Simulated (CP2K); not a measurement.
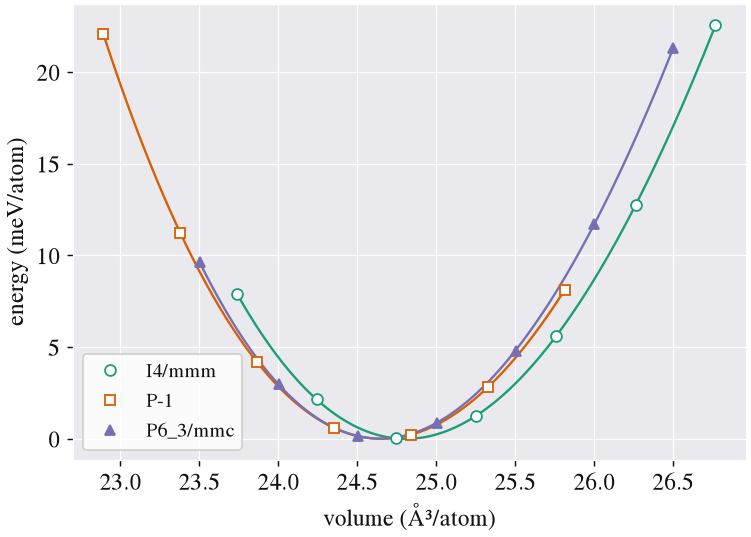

Caption: Energy against volume, with one curve for each structure, for Sc. Each energy curve has its own zero, so the curves don't rank the structures.

Settings that differ: I4/mmm: k mesh 10×10×10; P-1: k mesh 10×10×10; P6_3/mmc: k mesh 9×9×5.

The fitted equilibrium volumes, smallest first, are P6_3/mmc 24.645, P-1 24.654, I4/mmm 24.808 Å³/atom. The fitted bulk moduli, smallest first, are P-1 50.8, I4/mmm 51.8, P6_3/mmc 54.3 GPa.

Computed with CP2K 2026.2: DFT in Gaussian orbitals with a plane-wave density, no spin polarisation; energies at scaled volumes of the given cell, shape and fractions fixed, counted from the fit's minimum, third-order Birch-Murnaghan fit. Level: PBE.

```json
{"setting": "occupations", "value": "Fermi–Dirac"}
{"setting": "smearing width", "value": "0.05 eV"}
{"setting": "potentials", "value": "GTH PBE with UZH TZVP basis"}
{"setting": "density cutoff", "value": "6123 eV"}
```

Keep in mind: shape and atomic fractions are frozen while scaling, which makes layered, chain and framework solids too stiff.
